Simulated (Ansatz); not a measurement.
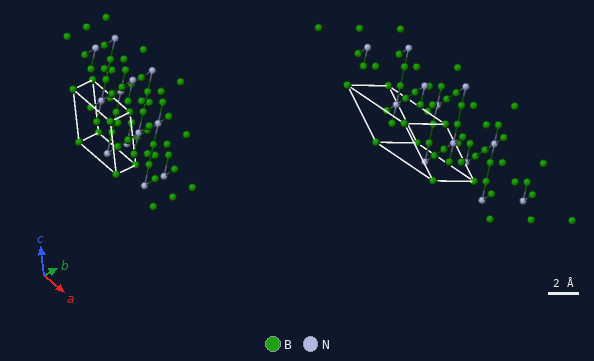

Two geometries of a crystal of B$_{5}$N (a generated structure, set up in I4/mmm) (coarse preliminary run), drawn at one scale. One is the start of a relaxation, the other its converged end. A ball-and-stick model of the cell of the calculation, repeated 2 × 2 × 2 with one cell outlined, seen slightly off an axis.

Computed with Ansatz 0.2.0, DFT PBE, scalar-relativistic, plane waves, PAW. (plane-wave cutoff 420 eV; k-point mesh 6 × 6 × 6; occupations gaussian; smearing width 0.1 eV; no spin polarisation; cell and atoms relaxed; force threshold 0.04 eV/Å; at most 70 steps)

Which of the two is the end point?

The right one is the relaxed one. The largest moves relative to the cell, 0.029 Å, are those of B atoms. N stays in place. The volume changes by +41.9 %, with a = b = c 4.056 → 4.923 Å (+21.4 %), α 107.5° → 127.6°, β 107.5° → 127.6°, γ 113.5° → 77.2°. Some distances before and after: B–N 1.627 → 1.444 Å, B–B 1.542 → 1.455 Å. The space group stays I4/mmm (No. 139). Over 21 accepted moves (26 points after the start) the energy falls by 1.553 eV per cell of the calculation. Largest force component: 1.2 eV/Å at the start, 0.019 eV/Å at the end. Pressure: −12.05 GPa at the start and 0.06 GPa at the end. The SCF was repeated 5 times at an unchanged geometry on a basis and grid sized afresh for the cell, which shifted the energy by 0.208 eV per cell of the calculation at most.
